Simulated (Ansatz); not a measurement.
## Single-point calculation, with input and output: Hf16O31 (charge +1) (part 1 of 2)

Hf16O31 (defect cell, 47 atoms in the cell, total charge +1), computed with DFT PBE, scalar-relativistic, plane waves, PAW, spin-polarised (Ansatz 0.2.0).

The structure derives from a Materials Project entry.

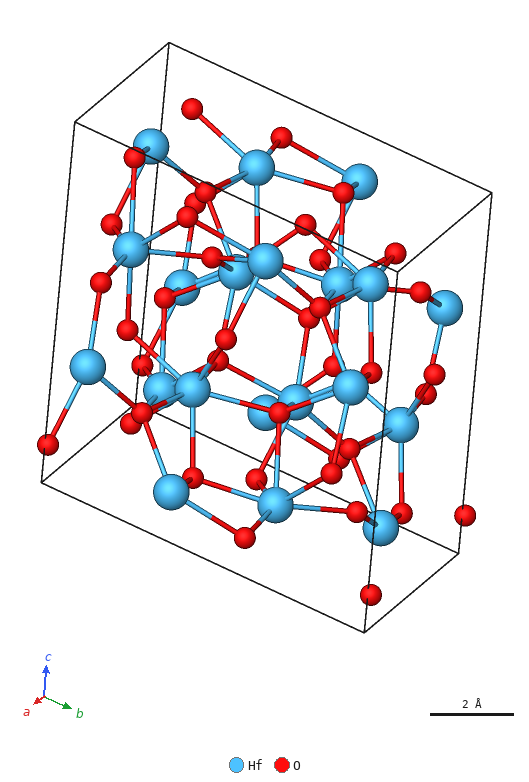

The input geometry (ball-and-stick view of the cell of the calculation, seen slightly off an axis). An atom can appear more than once, as a periodic image.

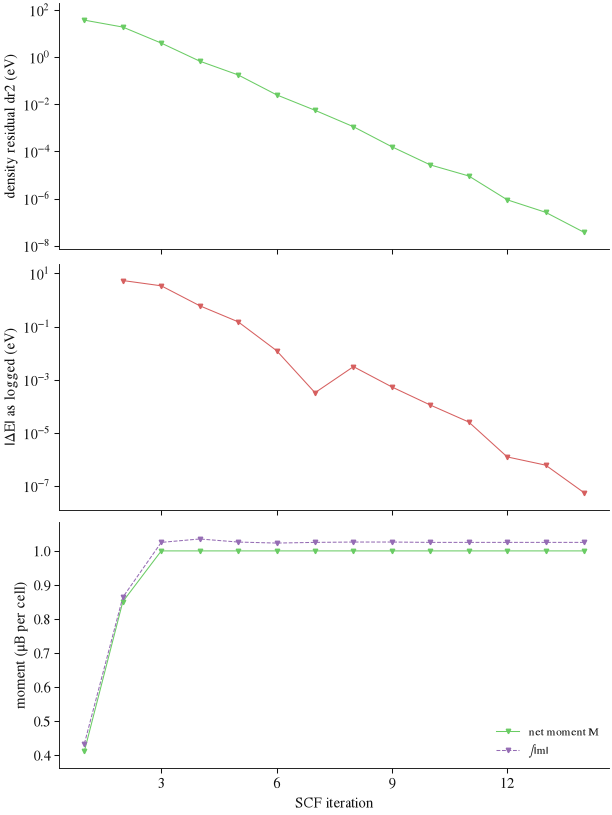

Convergence of the self-consistent field: density residual dr2, size of the energy change and magnetic moment against the SCF iteration. The residual falls at every step. The net moment goes from 0.4 to 1.0 μB per cell.

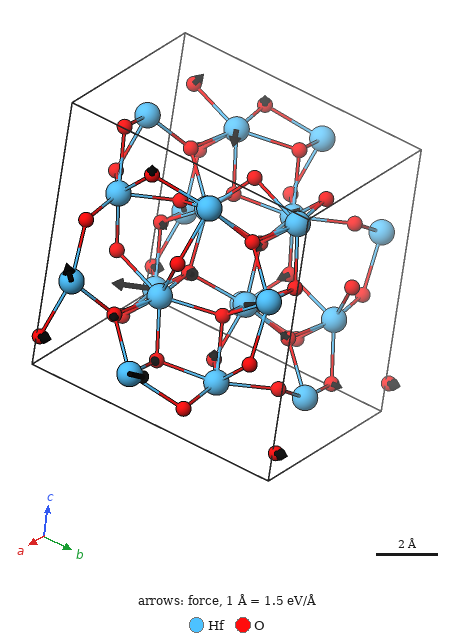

Forces on the atoms as black arrows (ball-and-stick view of the cell of the calculation, seen slightly off an axis); the smallest are left out. The largest act on Hf1 (2.28 eV/Å); Hf6 (2.10 eV/Å); Hf9 (2.07 eV/Å); Hf5 (1.07 eV/Å), among others. Atoms are counted from 1 in the order of the input and aren't labelled in the picture. The geometry is not a stationary point of this energy.

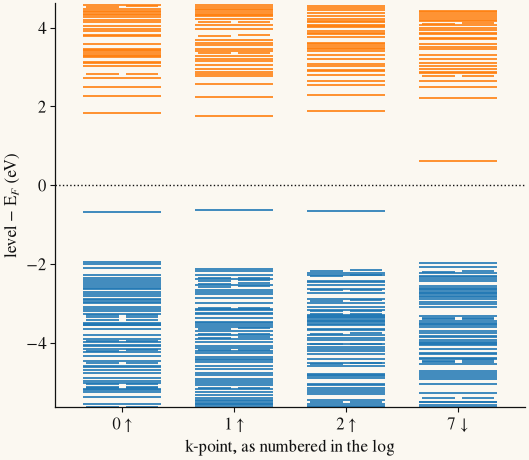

Kohn–Sham levels near the Fermi level (dotted) at the few k-points that the log prints; levels within 0.02 eV of each other stand side by side. Among these points the highest filled and lowest empty levels are 1.25 eV apart; the gap on the full mesh, 1.08 eV, has an edge at a point that isn't printed.

The input that produced these results follows, with the program's output.

Input:
```yaml
crystal:
  lattice:
    - [-5.219463, 5.004764, 5.032685]
    - [5.219463, -5.004764, 5.032685]
    - [5.219463, 5.004764, -5.032685]
  atoms:
    - { symbol: Hf, position: [0.2518758267, 0.1377492015, 0.1492316715], spin: 0.2 }
    - { symbol: Hf, position: [0.7568463396, 0.6385491332, 0.1504686684] }
    - { symbol: Hf, position: [0.7551218333, 0.138565022, 0.649681035] }
    - { symbol: Hf, position: [0.2546526439, 0.6373899481, 0.6502903757] }
    - { symbol: Hf, position: [0.0078851347, 0.1083116797, 0.3676394636] }
    - { symbol: Hf, position: [0.5039029926, 0.6051932408, 0.3659282051], spin: 0.2 }
    - { symbol: Hf, position: [0.5060585792, 0.1056638178, 0.8672790227] }
    - { symbol: Hf, position: [0.0042730809, 0.6055517716, 0.8669891002] }
    - { symbol: Hf, position: [0.9924314002, 0.3864728651, 0.1332372196], spin: 0.2 }
    - { symbol: Hf, position: [0.4875340176, 0.8882569042, 0.1314700222] }
    - { symbol: Hf, position: [0.4850106162, 0.3879143557, 0.6313320797] }
    - { symbol: Hf, position: [0.9864445328, 0.8885163035, 0.630873683] }
    - { symbol: Hf, position: [0.7350708401, 0.3548786253, 0.3476102982] }
    - { symbol: Hf, position: [0.2376581411, 0.8547319507, 0.3481514205] }
    - { symbol: Hf, position: [0.2378466986, 0.3564950284, 0.853550987] }
    - { symbol: Hf, position: [0.7362791479, 0.8547385125, 0.8478653886] }
    - { symbol: O, position: [0.7259119612, 0.8742957801, 0.2223050898] }
    - { symbol: O, position: [0.723825224, 0.3737262605, 0.7190625907] }
    - { symbol: O, position: [0.2240811384, 0.8730043374, 0.7204049826] }
    - { symbol: O, position: [0.9745841721, 0.0028656647, 0.1008781064] }
    - { symbol: O, position: [0.4769046443, 0.5027344766, 0.1036795212] }
    - { symbol: O, position: [0.4755038586, 0.0022721532, 0.6013422819] }
    - { symbol: O, position: [0.9743274737, 0.5019723929, 0.6007844137] }
    - { symbol: O, position: [0.4738334672, 0.1139854515, 0.0953455526] }
    - { symbol: O, position: [0.9747647319, 0.6127937022, 0.0966237734] }
    - { symbol: O, position: [0.9748591607, 0.1154687224, 0.5967938333] }
    - { symbol: O, position: [0.4739808509, 0.6137510235, 0.5958553923] }
    - { symbol: O, position: [0.7262906348, 0.3781982288, 0.1106615641] }
    - { symbol: O, position: [0.2235509929, 0.8781256527, 0.1098405816] }
    - { symbol: O, position: [0.2256039301, 0.3790565121, 0.6130473114] }
    - { symbol: O, position: [0.7240379282, 0.8784497607, 0.6094946328] }
    - { symbol: O, position: [0.2682225203, 0.1267877312, 0.403585859] }
    - { symbol: O, position: [0.7685187236, 0.6279412244, 0.4039546823] }
    - { symbol: O, position: [0.7675741803, 0.1276405548, 0.9028954752] }
    - { symbol: O, position: [0.2662055495, 0.6278191594, 0.9030064419] }
    - { symbol: O, position: [0.5092444689, 0.3643811949, 0.3820270893], spin: 0.2 }
    - { symbol: O, position: [0.0178862837, 0.8637782898, 0.3889765215] }
    - { symbol: O, position: [0.016993869, 0.3647194806, 0.8917880922] }
    - { symbol: O, position: [0.516302226, 0.863596076, 0.8885072617] }
    - { symbol: O, position: [0.6483061267, 0.1232995124, 0.3967255267] }
    - { symbol: O, position: [0.1562470473, 0.6194008981, 0.395173431] }
    - { symbol: O, position: [0.1481167479, 0.1252355307, 0.900271001] }
    - { symbol: O, position: [0.6507494833, 0.6232521092, 0.897514944] }
    - { symbol: O, position: [0.901036219, 0.2541469724, 0.2770001281] }
    - { symbol: O, position: [0.3979439392, 0.7503600169, 0.2735226796] }
    - { symbol: O, position: [0.399913959, 0.2528411481, 0.7782205349] }
    - { symbol: O, position: [0.9009232882, 0.7539817886, 0.7770987973] }
magnetization:
  spin_polarized: true
total_charge: 1
basis:
  ecutwfc: 420
  fft_grid_basis: typed
kpoints:
  mp_grid: { grid: [2, 2, 2] }
hamiltonian:
  xc: pbe
  pseudopotentials: { kind: paw }
scf:
  occupations: { method: gaussian, width: 0.05 }
output:
  forces: true
  stress: false
  eigenvalues: true
  bader: true
  write_density: true
  volumetric_format: npy
  populations: true
```

Run as:
```bash
ansatz run input.yaml --threads 4 --pin off --max-ram 10240MiB --backend cpu --events-out ev --progress --plain --runs-dir out
```

What the program printed:
```
Engine: ansatz 0.2.0, aarch64-unknown-linux-gnu
Pseudopotentials: kind: paw
Pseudopotential: Hf, paw, valence charge 26, recommended cutoff 420 eV (normal), Hf.paw.azcp
Pseudopotential: O, paw, valence charge 6, recommended cutoff 420 eV (normal), O.paw.azcp
Functional definition: PBE
  parameter kappa = 0.804
  parameter beta = 0.06672455060314922
  exchange = pbe_x(kappa = kappa, mu = beta*pi^2/3)
  correlation = pbe_c(beta = beta)
Crystal: 47 atoms, lattice volume = 525.859 Å³
Basis set: ecut = 420 eV, 10293 PW (Γ), exchange–correlation on 120×120×120 points (8 copies of the dense FFT grid, shifted against one another)
Bands: 362, of which v1, the nominal top of the filled ones, is band 301 counted from 1 (300 counted from 0)
Symmetry: 1 space group operations
Space group: P1 (ITA 1), of the structure as read, at distance tolerance 8.1e-5 Å
Magnetic group: BNS 1.1 (UNI 1), of the structure as read, at distance tolerance 8.1e-5 Å
k-points: 8
Non-local potential: Hf, projectors of the file, l = 0: 3, l = 1: 2, l = 2: 2, l = 3: 3
Non-local potential: O, projectors of the file, l = 0: 2, l = 1: 2, l = 2: 1
PAW form: soft (Blöchl's): semilocal exchange-correlation on the pseudo side does not see the compensation charge
PAW one-centre angular grid: Hf, 590 points (default); XC on 64 Gauss nodes
PAW one-centre angular grid: O, 110 points (default); XC on 64 Gauss nodes
Initial density: superposition of atomic densities (chi_scale 0.1, normalization cell, long waves kept (reshape's long-wave potential 0.21 eV rms))
Starting moments: Σ|m| = 0.8 μB on 4 of 47 sites
Initial wavefunctions: pseudopotential atomic-orbital guess
Functional: x = pbe(κ = 0.804, μ = 0.2195149727645171), c = pbe(β = 0.06672455060314922)
SCF iter   1: F=—  HF=-269240.864091 eV  |F-HF|=—  |Δ(HF+E_count)|=         —  Δρ=4.49e-2 (↑4.49e-2 ↓4.48e-2)  dr2=3.74e1  dr2_m=3.59e-2  M=0.412 μB ∫|m|=0.434 μB  β_m=0.30  ethr=3.10e-3  ⟨swp⟩=5.0  Hψ=16956  notcnv=0  defer=207
Mixer restart at iter 1: flushing history
preconditioner: auto → Kerker (q_TF=auto, 2.790 Å⁻¹)  [metal: Δε(μ)=0.016 eV  Ē_g=19.002 eV  σ=0.050 eV  W_gap=0.18  n_scr=192 (ndim 8)  ℏωp=38.6 eV  f_vac=0.000  D(μ)=11.55/eV (n_scr^D=78)]
spin=Collinear: Kerker preconditioning applied to the charge; magnetization (m = ρ↑ − ρ↓) channel mixes plain (no charge-response kernel on spin).
SCF iter   2: F=—  HF=-269235.421170 eV  |F-HF|=—  |Δ(HF+E_count)|=    5.44e0  Δρ=3.08e-2 (↑3.08e-2 ↓3.08e-2)  dr2=1.90e1  dr2_m=3.84e-2  M=0.851 μB ∫|m|=0.864 μB  β_m=0.56  ethr=3.10e-3  ⟨swp⟩=3.0  Hψ=10858  notcnv=0  defer=875
SCF iter   3: F=—  HF=-269231.985592 eV  |F-HF|=—  |Δ(HF+E_count)|=    3.44e0  Δρ=1.22e-2 (↑1.18e-2 ↓1.22e-2)  dr2=3.97e0  dr2_m=5.23e-3  M=1.000 μB ∫|m|=1.025 μB  β_m=0.57  ethr=3.10e-3  ⟨swp⟩=2.5  Hψ=9014  notcnv=0  defer=875
SCF iter   4: F=—  HF=-269231.373661 eV  |F-HF|=—  |Δ(HF+E_count)|=   6.12e-1  Δρ=5.14e-3 (↑4.99e-3 ↓5.14e-3)  dr2=6.80e-1  dr2_m=2.17e-3  M=1.000 μB ∫|m|=1.035 μB  β_m=0.76  ethr=6.61e-4  ⟨swp⟩=2.5  Hψ=11167  notcnv=0  defer=872
SCF iter   5: F=—  HF=-269231.526096 eV  |F-HF|=—  |Δ(HF+E_count)|=   1.52e-1  Δρ=2.14e-3 (↑2.14e-3 ↓2.12e-3)  dr2=1.77e-1  dr2_m=9.44e-5  M=1.000 μB ∫|m|=1.026 μB  β_m=0.81  ethr=1.13e-4  ⟨swp⟩=2.1  Hψ=11152  notcnv=0  defer=878
preconditioner: auto → Resta (q_TF=auto, 2.790 Å⁻¹)  ε∞=5.5  [insulator: Δε(μ)=1.064 eV  Ē_g=18.164 eV  σ=0.050 eV  W_gap=1.00  n_scr=192 (ndim 8)  ℏωp=38.6 eV  f_vac=0.016  D(μ)=0.00/eV (n_scr^D=0)  ε∞_Penn≈5.5]
spin=Collinear: Resta preconditioning applied to the charge; magnetization (m = ρ↑ − ρ↓) channel mixes plain (no charge-response kernel on spin).
SCF iter   6: F=—  HF=-269231.513565 eV  |F-HF|=—  |Δ(HF+E_count)|=   1.25e-2  Δρ=1.07e-3 (↑1.07e-3 ↓1.05e-3)  dr2=2.53e-2  dr2_m=1.74e-4  M=1.000 μB ∫|m|=1.023 μB  β_m=0.77  ethr=2.95e-5  ⟨swp⟩=2.0  Hψ=9600  notcnv=0  defer=878
SCF iter   7: F=—  HF=-269231.513239 eV  |F-HF|=—  |Δ(HF+E_count)|=   3.26e-4  Δρ=5.21e-4 (↑5.03e-4 ↓5.21e-4)  dr2=5.58e-3  dr2_m=1.70e-5  M=1.000 μB ∫|m|=1.025 μB  β_m=0.86  ethr=4.21e-6  ⟨swp⟩=2.0  Hψ=10551  notcnv=0  defer=878
SCF iter   8: F=—  HF=-269231.516361 eV  |F-HF|=—  |Δ(HF+E_count)|=   3.12e-3  Δρ=2.75e-4 (↑2.60e-4 ↓2.75e-4)  dr2=1.12e-3  dr2_m=1.28e-5  M=1.000 μB ∫|m|=1.026 μB  β_m=0.72  ethr=9.28e-7  ⟨swp⟩=3.0  Hψ=10767  notcnv=0  defer=878
SCF iter   9: F=—  HF=-269231.515824 eV  |F-HF|=—  |Δ(HF+E_count)|=   5.37e-4  Δρ=9.92e-5 (↑9.88e-5 ↓9.92e-5)  dr2=1.58e-4  dr2_m=6.46e-6  M=1.000 μB ∫|m|=1.026 μB  β_m=0.77  ethr=1.87e-7  ⟨swp⟩=3.0  Hψ=10936  notcnv=0  defer=878
SCF iter  10: F=—  HF=-269231.515936 eV  |F-HF|=—  |Δ(HF+E_count)|=   1.12e-4  Δρ=4.32e-5 (↑4.32e-5 ↓4.30e-5)  dr2=2.68e-5  dr2_m=6.80e-8  M=1.000 μB ∫|m|=1.025 μB  β_m=0.87  ethr=2.62e-8  ⟨swp⟩=2.0  Hψ=10600  notcnv=0  defer=878
SCF iter  11: F=—  HF=-269231.515962 eV  |F-HF|=—  |Δ(HF+E_count)|=   2.57e-5  Δρ=2.21e-5 (↑2.21e-5 ↓2.21e-5)  dr2=9.11e-6  dr2_m=4.91e-9  M=1.000 μB ∫|m|=1.025 μB  β_m=0.79  ethr=4.46e-9  ⟨swp⟩=2.0  Hψ=9576  notcnv=0  defer=878
SCF iter  12: F=—  HF=-269231.515960 eV  |F-HF|=—  |Δ(HF+E_count)|=   1.25e-6  Δρ=7.25e-6 (↑7.07e-6 ↓7.25e-6)  dr2=8.87e-7  dr2_m=7.52e-9  M=1.000 μB ∫|m|=1.025 μB  β_m=0.82  ethr=1.52e-9  ⟨swp⟩=2.0  Hψ=10594  notcnv=0  defer=878
SCF iter  13: F=—  HF=-269231.515961 eV  |F-HF|=—  |Δ(HF+E_count)|=   6.13e-7  Δρ=3.71e-6 (↑3.68e-6 ↓3.71e-6)  dr2=2.61e-7  dr2_m=6.08e-10  M=1.000 μB ∫|m|=1.025 μB  β_m=0.71  ethr=1.48e-10  ⟨swp⟩=2.0  Hψ=9702  notcnv=0  defer=878
SCF iter  14: F=-269231.515961 eV  HF=-269231.515961 eV  |F-HF|=1.63e-8  |Δ(HF+E_count)|=   5.62e-8  Δρ=1.36e-6 (↑1.36e-6 ↓1.36e-6)  dr2=3.69e-8  dr2_m=2.51e-10  M=1.000 μB ∫|m|=1.025 μB  ethr=1.66e-11  ⟨swp⟩=9.5  Hψ=27084  notcnv=0
SCF 1 converged in 14 iterations: F = -269231.515961 eV  dr2 = 3.69e-8
  greatest PAW one-centre occupation: 0.999 electrons in one spin orbital (limit 2), on the Hf atom at site 3 (counted from 0), in its partial waves of l = 0
SCF converged after 14 iterations
Magnetization: 1.0000 μB (301.0000 up, 300.0000 down)
Absolute magnetization: 1.0281 μB (∫|ρ↑−ρ↓|, with the PAW one-centre terms)
Spin contamination: 0.0022 ħ² per cell (⟨S²⟩ above its minimum at these occupations)
Per-site moments (μB) at R_I (Å): [(0.030786713429635838, 0.8273259481594141), (0.001428166301024405, 0.8367233963018366), (0.0006897287084898325, 0.8369075410052315), (0.00024384967699399423, 0.8391914562483814), (0.0014330315037891085, 0.8345692674052373), (0.035111640702059715, 0.8333117897859826), (0.00010052670983755705, 0.8352404081721303), (0.0006189478068025307, 0.8351887846824074), (0.0470362596634472, 0.8630233196794966), (0.0002633960899948486, 0.8365076320533046), (-0.00018448069607914582, 0.8379746415010638), (0.0007919620698352559, 0.8368699513851923), (0.0018162126255868978, 0.8395766509925945), (0.0007586762965668734, 0.8373630624721411), (0.0006551147107492714, 0.8334992559758191), (0.0009538302435842841, 0.8376200250736617), (0.00048547661694959713, 0.8365076320533046), (0.0011257878806740249, 0.8379746415010638), (0.0008720796994680706, 0.8368699513851923), (0.019634581485811757, 0.8376200250736617), (0.009546502955412942, 0.8334992559758191), (0.00042913809788949384, 0.8373630624721411), (0.0005719098068208192, 0.8395766509925945), (0.00178869491068777, 0.8706057390537036), (0.0027434196789993845, 0.8723394041639221), (0.0002859450133871118, 0.8767899860136926), (0.007199347987503732, 0.8731054533603132), (0.015733159184130093, 0.8732158666407877), (0.01452362665325418, 0.8734298054643175), (0.0015685900008075401, 0.8695596408513228), (0.007798919589544248, 0.8714998871046513), (0.004147340986307416, 0.8696297743614999), (0.004253939088740224, 0.8685301396535665), (-0.0001952003181536518, 0.8745372935402145), (0.00030771764648470664, 0.8724774835163107), (0.018995069929832808, 0.8701790187250696), (0.0005801531116445555, 0.8719929983162227), (0.006382420506437279, 0.8704529345102782), (0.0003116290362904676, 0.8721991298958774), (0.0005677015177608911, 0.8369075410052315), (0.01580198640131339, 0.8391914562483814), (0.011561728912801116, 0.8273259481594141), (0.0005996833830810128, 0.8367233963018366), (0.0059317585761199, 0.8345692674052373), (0.00468181644192335, 0.8333117897859826), (7.815403840805919e-5, 0.8352404081721303), (0.00045115064585990184, 0.8351887846824074)]
Free energy (F): -269231.515961 eV
Harris-Foulkes:  -269231.515961 eV  (|F-HF|=1.63e-8)
Internal energy: -269231.515961 eV  (E = F + TS)
E sigma→0 (E₀):  -269231.515961 eV
Fermi energy:    17.052134 eV
--- Per-component energies (eV) ---
  E_band       = 569.043975
  E_kinetic    = 12181.961356
  E_local      = -93834.655386  (includes V_loc(G=0)·N_el)
  E_nonlocal   = -18399.039576
  E_hartree    = 43054.280906
  E_xc         = -7086.659413
  E_vxc        = -7177.687094  (∫ρ·V_xc dr)
  E_paw        = -115737.952289  (= ΣΔE_a)
  E_vpaw       = 21689.829841  (= ΣTr[D̂ρ^β])
  E_aug_tail   = 0.076636  (compensation charges beyond the density's cutoff)
  E_ewald      = -89409.528196
  E_smearing   = -0.000000  (= −TS)
  E_closure    = -0.000000  (closes the sum)
  E_deformation_potential = 24.388950  (in the stress; not in F)
  Σ components = -269231.515961   (vs F -269231.515961, Δ=0.00e0)
```
